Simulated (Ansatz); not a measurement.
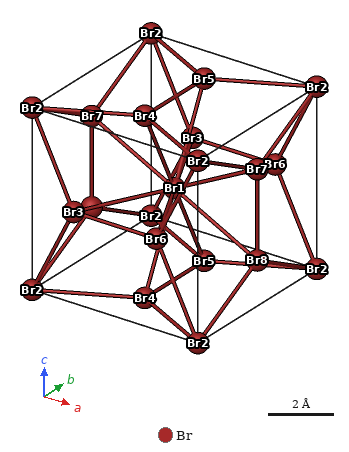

Starting structure of a crystal of Br (built on the beta-tungsten (A15)_223 type) (coarse preliminary run). The picture is a ball-and-stick view of the cell of the calculation, seen from a free direction.

Case: beta-tungsten (A15) type (Pm-3n, No. 223).

All numbers below come from DFT r2SCAN, scalar-relativistic, plane waves, PAW (Ansatz).

The input:
```yaml
crystal:
  lattice:
    - [6.3564315107, 0.0, 0.0]
    - [0.0, 6.3564315107, 0.0]
    - [0.0, 0.0, 6.3564315107]
  atoms:
    - { symbol: Br, position: [0.5, 0.5, 0.5] }
    - { symbol: Br, position: [0.0, 0.0, 0.0] }
    - { symbol: Br, position: [0.25, 0.0, 0.5] }
    - { symbol: Br, position: [0.5, 0.25, 0.0] }
    - { symbol: Br, position: [0.5, 0.75, 0.0] }
    - { symbol: Br, position: [0.75, 0.0, 0.5] }
    - { symbol: Br, position: [0.0, 0.5, 0.75] }
    - { symbol: Br, position: [0.0, 0.5, 0.25] }
basis:
  ecutwfc: 500
kpoints:
  mp_grid: { grid: [4, 4, 4] }
hamiltonian:
  xc: r2scan
scf:
  occupations: { method: gaussian, width: 0.1 }
  lower_state_search: "off"
output:
  forces: true
  stress: true
  eigenvalues: true
relax:
  adjacent_minimum: "off"
  f_tol: 0.04
  max_steps: 70
  cell: { stress_tol: 0.4 }
```

### Where does the relaxation end?

The atoms keep their places relative to the cell (all moves are under 0.005 Å). The volume changes by −19.5 %, with a = b = c 6.356 → 5.912 Å (−7.0 %). Among the contacts that change: Br1–Br3 3.553 → 3.305 Å, Br3–Br6 3.178 → 2.956 Å. The space group stays Pm-3n (No. 223). The energy falls by 106 meV per atom in 4 accepted moves (5 points after the start). All forces vanish by symmetry, so only the cell relaxes. The pressure goes from −4.28 to −0.02 GPa. At 1 point the geometry stayed and the basis and grid were re-selected for the new cell (energy shift of 0.7 meV per atom at most each time). The run took roughly 30 core-seconds on a shared host.

History of the run:

| step | E − E(0), meV/atom | pressure, GPa | volume, Å³/atom | note |
| --- | --- | --- | --- | --- |
| 0 | 0.00 | -4.28 | 32.103 |  |
| 1 | -84.68 | -2.56 | 28.331 |  |
| 2 | -95.17 | 2.64 | 24.227 |  |
| 3 | -106.71 | -0.43 | 26.149 |  |
| 4 | -107.21 | -0.01 | 25.828 |  |
| 5 | -106.48 | -0.02 | 25.828 | same geometry, new basis |

The structure at the end:

```
Br
1.0
     5.91192    0.00000    0.00000
     0.00000    5.91192    0.00000
     0.00000    0.00000    5.91192
Br
8
Direct
  0.50000 0.50000 0.50000
  0.00000 0.00000 0.00000
  0.25000 0.00000 0.50000
  0.50000 0.25000 0.00000
  0.50000 0.75000 0.00000
  0.75000 0.00000 0.50000
  0.00000 0.50000 0.75000
  0.00000 0.50000 0.25000
```

After the run, drawn alike:

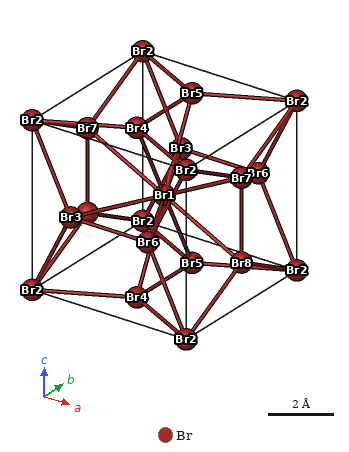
